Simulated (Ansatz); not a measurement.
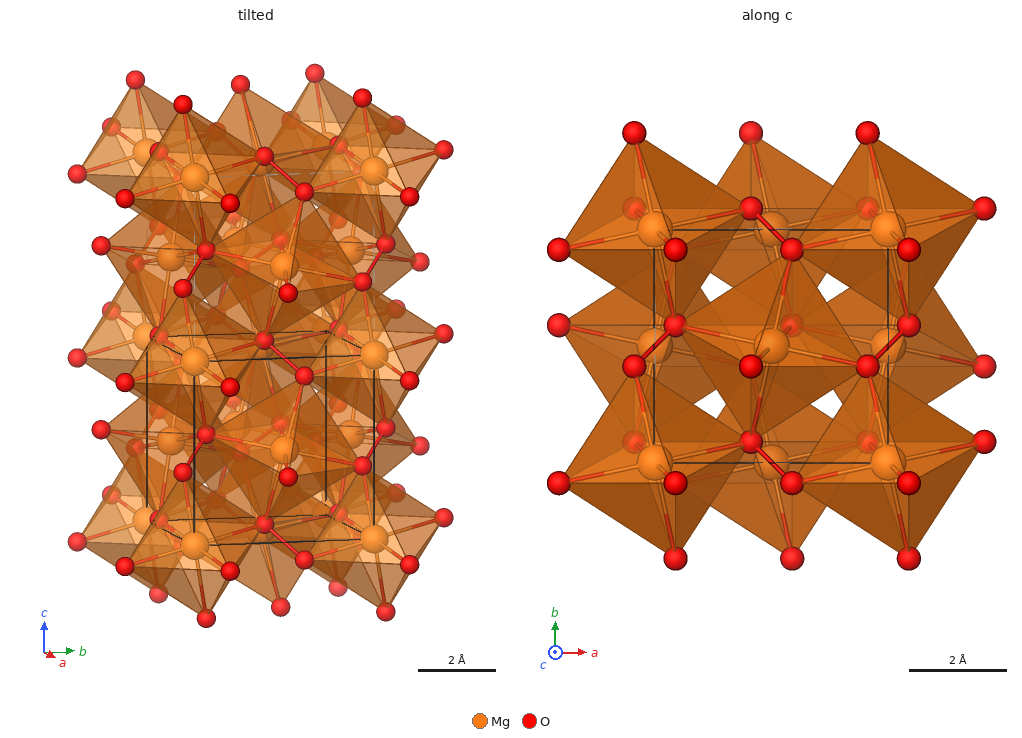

Shown here is a polyhedral view of the crystal, taken slightly off an axis and along the c axis. Solid lines give the conventional unit cell, repeated here 1×1×2 times. A few atoms beyond the faces are included. Cell: a = 4.841 Å, b = 4.841 Å, c = 4.841 Å, α = 90.00°, β = 90.00°, γ = 90.00°.

Summary of the structure:

The material is MgO2. The lattice is primitive cubic and the space group Pa-3 (No. 205). The structure is of the kind named pyrite. It has 12 atoms to the cell (4 Mg, 8 O). Counting contacts within bonding distance, the coordination numbers are Mg 6 and O 4.

Origin of the cell: a structure listed in the Materials Project. What is shown is the relaxed result from DFT PBEsol, scalar-relativistic, plane waves, PAW (Ansatz 0.2.0).
